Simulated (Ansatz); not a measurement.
Consider H7ClO3.

The calculation's input:

```
crystal:
  lattice:
    - [6.136615, 0.0, 0.0]
    - [-2.260843, 6.246483, 0.0]
    - [-2.395523, -2.733157, 5.654636]
  atoms:
    - { symbol: H, position: [0.395603, 0.03419, 0.230158] }
    - { symbol: H, position: [0.574954, 0.272218, 0.465314] }
    - { symbol: H, position: [0.914899, 0.204683, 0.082153] }
    - { symbol: H, position: [0.177315, 0.452716, 0.088549] }
    - { symbol: H, position: [0.063165, 0.458491, 0.313928] }
    - { symbol: H, position: [0.746576, 0.669625, 0.788252] }
    - { symbol: H, position: [0.451273, 0.534573, 0.567274] }
    - { symbol: H, position: [0.227181, 0.781713, 0.656215] }
    - { symbol: H, position: [0.939528, 0.56681, 0.54477] }
    - { symbol: H, position: [0.736972, 0.838401, 0.573014] }
    - { symbol: H, position: [0.000801, 0.021207, 0.576789] }
    - { symbol: H, position: [0.708554, 0.059274, 0.461679] }
    - { symbol: H, position: [0.405625, 0.447733, 0.979713] }
    - { symbol: H, position: [0.23133, 0.562544, 0.869899] }
    - { symbol: Cl, position: [0.424567, 0.135299, 0.794658] }
    - { symbol: Cl, position: [0.978662, 0.831997, 0.116921] }
    - { symbol: O, position: [0.585582, 0.152491, 0.35073] }
    - { symbol: O, position: [0.078158, 0.358061, 0.184485] }
    - { symbol: O, position: [0.637881, 0.597748, 0.606375] }
    - { symbol: O, position: [0.123132, 0.601884, 0.590658] }
    - { symbol: O, position: [0.833003, 0.000396, 0.578983] }
    - { symbol: O, position: [0.322191, 0.547827, 0.016351] }
kpoints:
  mp_grid: { grid: [5, 4, 4] }
scf:
  occupations: { method: fermi_dirac, width: 0.02 }
hamiltonian:
  xc: r2scan
  pseudopotentials: { kind: paw }
output:
  forces: true
  stress: true
  populations: true
  efg:
    quadrupole_moments_barn: { H: 0.00285783, Cl: -0.08112, O: -0.02558 }
    contact_densities: true
  write_density: true
  write_potential: true
  elf: true
  volumetric_format: npy
```

Launched as:

```sh
ansatz run input.yaml --threads 1 --pin off --max-ram 2560MiB --backend cpu --events-out ev --progress --plain --runs-dir out
```

Below, planes, directions and counts refer to the conventional cell (a = 6.14 Å, b = 6.64 Å, c = 6.72 Å, α = 105.13°, β = 110.88°, γ = 109.90°).

Space group P1; a structure from a database of computed crystals, not necessarily the ambient phase; not relaxed (largest force 0.6 eV/Å); computed pressure about −2 GPa in this cell.

Computed with Ansatz, DFT, r2SCAN, plane-wave PAW, default files, scalar-relativistic.

Predict the valence pseudo-density and electron localisation function between the atoms.

O–H (0.98 Å): the density is about 3.8 e/Å³ at the midpoint; the ELF climbs to about 1 towards the hydrogen, as it does in any bond to H (an ordinary covalent bond to hydrogen).
Cl–H (1.88 Å): ρ is about 0.77 e/Å³ halfway; the ELF peaks at about 0.85 between the atoms.
O–H (1.02 Å): ρ is about 3.6 e/Å³ halfway; the ELF climbs to about 0.95 towards the hydrogen; a covalent bond by its length.

Does the calculation give a band gap?

It is gapped, with a Kohn–Sham gap of 4.8 eV on the k-point mesh (the band edges may lie off the mesh, which would make the gap smaller).

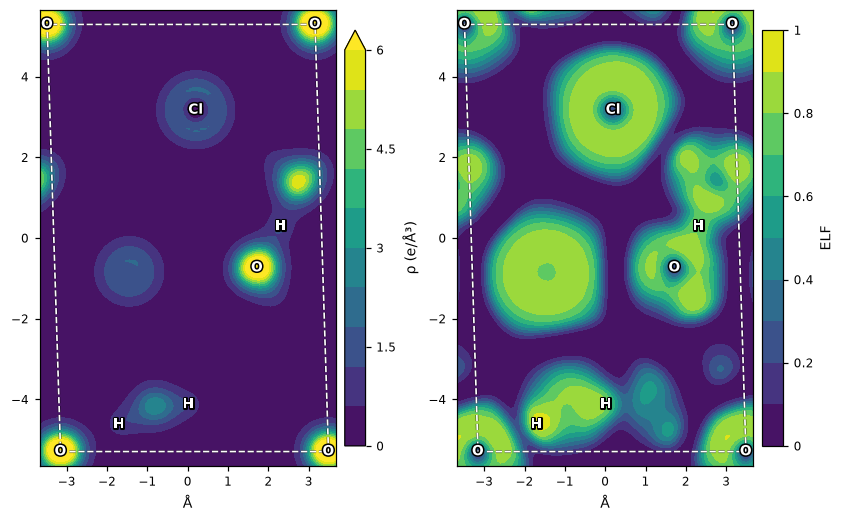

Computed valence pseudo-density and electron localisation function on the (101) plane of the conventional cell, in this order. Atoms just off the plane (H, 0.4 Å away, Cl, 0.5 Å away and O, 0.3 Å away) can leave unmarked features too.
